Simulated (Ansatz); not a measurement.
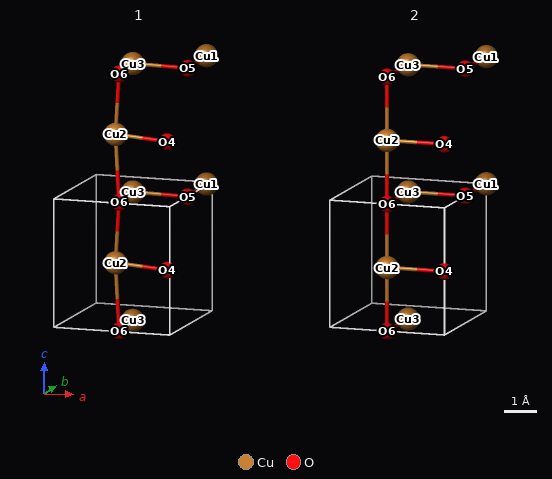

Two geometries of crystalline CuO (set up in P1), drawn at one scale. One is the start of a relaxation, the other its converged end. A ball-and-stick model of the cell of the calculation, reduced to other axes, repeated 1 × 1 × 2 with one cell outlined, seen slightly off an axis. Lengths and directions refer to the drawn axes.

Computed with Ansatz 0.2.0, Kohn-Sham DFT of a periodic cell, r2SCAN, Ansatz PAW. Settings: plane-wave cutoff 500 eV; k-point mesh 7 × 7 × 7; occupations fermi-dirac; smearing width 0.05 eV; target pressure 0 GPa; no spin polarisation; cell and atoms relaxed; force threshold 0.01 eV/Å; at most 40 steps.

**Which one is relaxed?**

Structure 2 is the relaxed one. The run lets cell and atoms move, from this start: all atoms moved at random, sigma 0.1 A a component. O6 moves most relative to the cell: 0.24 Å along [−2 −1 0]. Largest moves by element: O 0.24 Å, Cu 0.21 Å. The drawn cell changes as follows: a 3.888 → 3.847 Å (−1.1 %), b 4.161 → 4.119 Å (−1.0 %), c 4.161 → 4.120 Å (−1.0 %); the volume changes by −3.0 %. Near-neighbour distances that change, for instance: Cu1–O6 2.316 → 1.923 Å, Cu1–O6 (another image) 1.598 → 1.923 Å, Cu3–O6 2.288 → 2.060 Å, Cu1–Cu2 2.592 → 2.818 Å. Among the angles between lasting bonds that change: Cu1–O6–Cu1 166.6° → 180.0°, O6–Cu1–O6 166.6° → 180.0°, Cu1–O6–Cu3 103.3° → 90.0°. The space group (tolerance 0.01 Å) goes from P1 (No. 1) to P4/mmm (No. 123). After 5 accepted moves (6 points after the start) the energy has fallen by 334 meV per atom. Largest force component: 9.7 eV/Å at the start, 0.0001 eV/Å at the end. Pressure: 9.94 GPa at the start and −0.01 GPa at the end. At 1 point the geometry stayed and the basis and grid were re-selected for the new cell (energy shift of 0.3 meV per atom at most each time). The run took 9.4 min on 2 threads of Arm Neoverse V1 (shared host), peak memory 0.75 GiB.

Limits of the set-up: an element that often carries a moment was run without spin polarisation.
